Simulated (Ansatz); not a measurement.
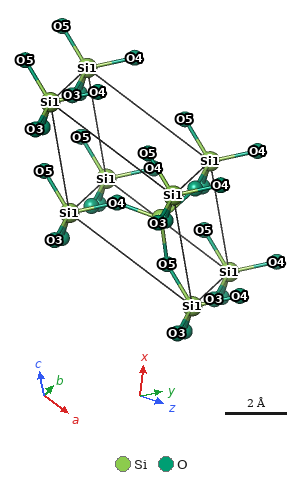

A scan of solid SiO2 (I-42d): the ratio of the cell's length along z to its lengths across, counted as 1 for the reference, is changed at fixed volume (a c/a path), with the atoms kept at their fractional coordinates. x, y and z are the Cartesian axes of the input. The picture shows the reference cell. The picture is a ball-and-stick view of the cell of the calculation, seen slightly off an axis.

All numbers below come from Ansatz 0.2.0, DFT PBE, scalar-relativistic, plane waves, PAW. (plane-wave cutoff 420 eV; k-point mesh 8 × 8 × 8; occupations gaussian; smearing width 0.05 eV; no spin polarisation). Energies (free energies at the smearing named) are counted from the relaxed crystal.

```xyz
6
Lattice="-2.5134 2.5134 3.6894 2.5134 -2.5134 3.6894 2.5134 2.5134 -3.6894" Properties=species:S:1:pos:R:3 pbc="T T T"
Si    0.0000    0.0000    0.0000
Si    0.0000    2.5134    1.8447
O     1.2567    2.9759    2.7670
O     0.4625    1.2567    0.9223
O    -1.2567    2.0509    2.7670
O    -0.4625    3.7701    0.9223
```

### Give the energy at each point (the relative ratio: 0.80, 0.85, 0.92, 0.96, 1.00, 1.05, 1.10, 1.20, 1.30).

| axial ratio over its reference value | E − E(ref) (meV/atom) |
| --- | --- |
| 0.80 | 73.6 |
| 0.85 | 40.1 |
| 0.92 | 11.1 |
| 0.96 | 2.7 |
| 1.00 | 0.0 |
| 1.05 | 4.5 |
| 1.10 | 18.0 |
| 1.20 | 72.9 |
| 1.30 | 167.6 |

The lowest computed point lies at the relative ratio 1.00 (0.0 meV/atom). At the ends of the scan the energy is 73.6 meV/atom (0.80) and 167.6 meV/atom (1.30). The distortion keeps the space group I-42d. At the relative ratio 1.30 the cell of the drawing goes a 5.123 → 5.470 Å, b 5.123 → 5.470 Å, c 5.123 → 5.470 Å, α 121.2° → 130.2°, β 121.2° → 130.2°, γ 87.9° → 73.1°.

As a plot:

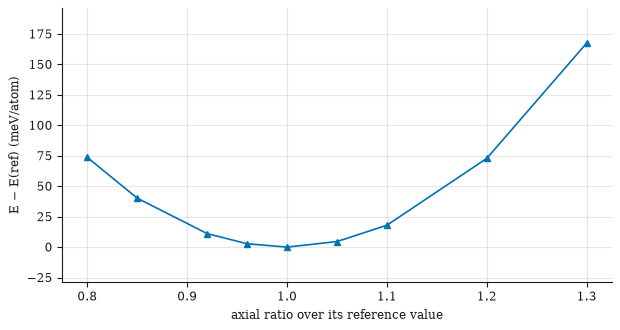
